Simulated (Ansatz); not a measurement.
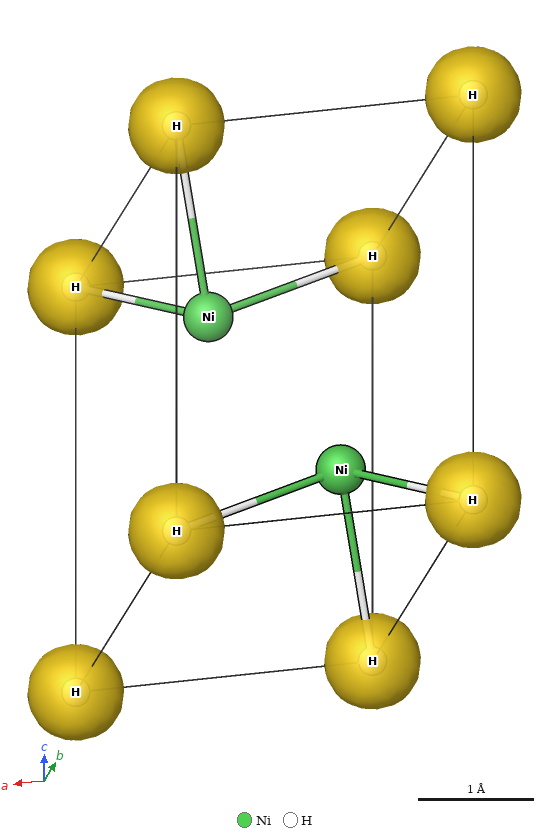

Figure. Ni2H. Isosurface of the electron localisation function at 0.8 (yellow), seen at an oblique angle. Core shells and regions of very low density are left out. Sticks mark near contacts.

Space group P-3m1; not relaxed (largest force 1.1 eV/Å); computed pressure about −17 GPa in this cell; spin-polarised.

These are results of DFT, PBEsol, PAW, plane waves, scalar-relativistic in Ansatz, not measurements.

Core electrons are frozen (PAW), and the valence fields are smoothed inside the atomic spheres.

**Describe the localisation domains.**

The ELF exceeds this value in one region around a hydrogen nucleus, counted in one cell of 3 atoms. Regions shared between cells count once.

Values along the shortest contacts:
Ni–H (1.82 Å): the ELF climbs to about 0.95 towards the hydrogen.
